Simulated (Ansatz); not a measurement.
## Electronic structure of ZnS in real space

The calculation's input:

```
crystal:
  lattice:
    - [3.8227020304, 0.0, 0.0]
    - [-1.9113510152, 3.3105570694, 0.0]
    - [0.0, 0.0, 12.52]
  atoms:
    - { symbol: Zn, position: [0.0, 0.0, 0.0] }
    - { symbol: Zn, position: [0.0, 0.0, 0.5] }
    - { symbol: Zn, position: [0.3333333333, 0.6666666667, 0.258985623] }
    - { symbol: Zn, position: [0.6666666667, 0.3333333333, 0.75] }
    - { symbol: S, position: [0.0, 0.0, 0.1875] }
    - { symbol: S, position: [0.0, 0.0, 0.6875] }
    - { symbol: S, position: [0.3333333333, 0.6666666667, 0.4375] }
    - { symbol: S, position: [0.6666666667, 0.3333333333, 0.9375] }
basis:
  ecutwfc: 500
kpoints:
  mp_grid: { grid: [6, 6, 2] }
hamiltonian:
  xc: r2scan
scf:
  occupations: { method: gaussian, width: 0.05 }
output:
  forces: true
  stress: true
  eigenvalues: true
  write_density: true
  write_potential: true
  elf: true
  volumetric_format: npy
```

Launched as:

```sh
ansatz run input.yaml --threads 2 --pin off --max-ram 5120MiB --backend cpu --events-out ev --progress --plain --runs-dir out
```

Below, planes, directions and counts refer to the conventional cell (a = 3.82 Å, b = 3.82 Å, c = 12.52 Å, α = 90.00°, β = 90.00°, γ = 120.00°).

Space group P3m1; changed on purpose from its base cell (atom 3 (Zn) moved +0.113 A along Cartesian [0 0 1]); not relaxed (largest force 1.1 eV/Å).

The calculation used Ansatz, DFT r2SCAN, scalar-relativistic, plane waves, PAW.

Core electrons are frozen (PAW), and the valence fields are smoothed inside the atomic spheres.

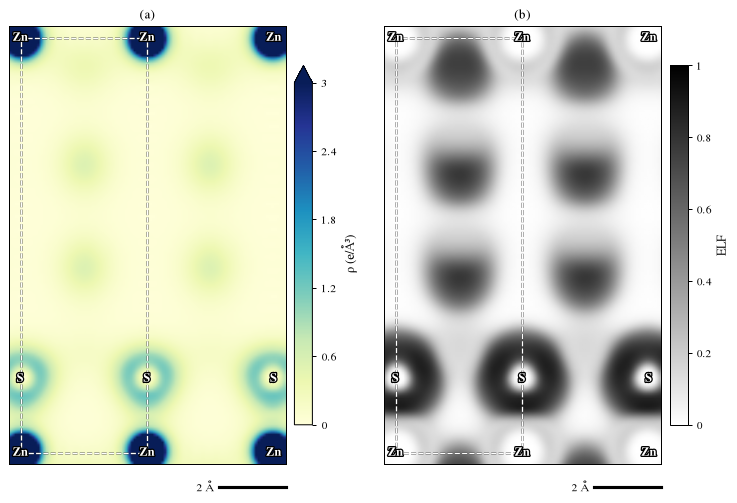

Figure 1. (a) valence pseudo-density; (b) electron localisation function on the (100) plane of the conventional cell.

**What does the map show?**

- The section cuts through Zn and S sites.
- Zn–S (2.23 Å): ρ is about 0.58 e/Å³ halfway; the ELF peaks at about 0.90 in the valence shell of S, 0.8 Å from its nucleus, and is about 0.60 at the midpoint.
- The density dies away to nearly zero in the voids.

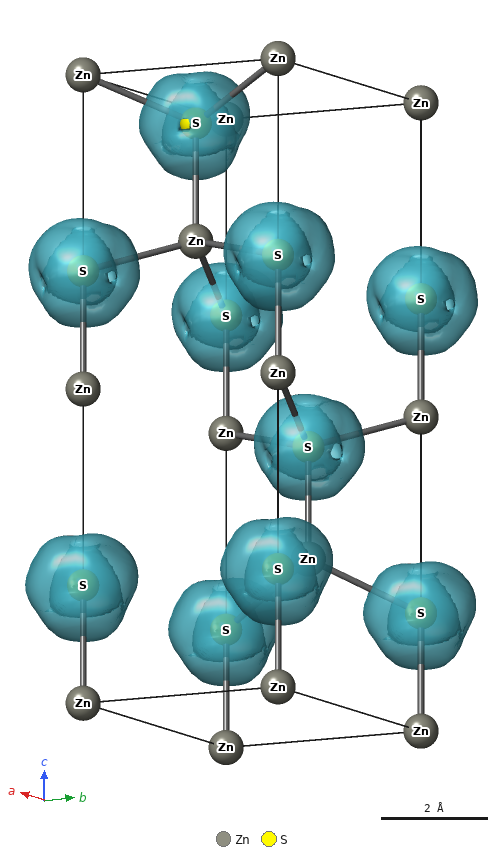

Figure 2. Isosurface of the electron localisation function at 0.8 (cyan), seen at an oblique angle. Core shells and regions of very low density are left out. Sticks mark near contacts.

**What do the ELF domains correspond to?**

At this value the surface marks out four regions wrapped around S (the valence shell of each), counted in one cell of 8 atoms. Regions shared between cells count once. Along the contacts the grid gives the following. Zn–S (2.34 Å): the ELF peaks at about 0.90 in the valence shell of S, 0.8 Å from its nucleus, and is about 0.60 at the midpoint.

**Does the calculation give a band gap?**

It is gapped, with a Kohn–Sham gap of 2.6 eV on the k-point mesh, an upper bound to the gap of this method.
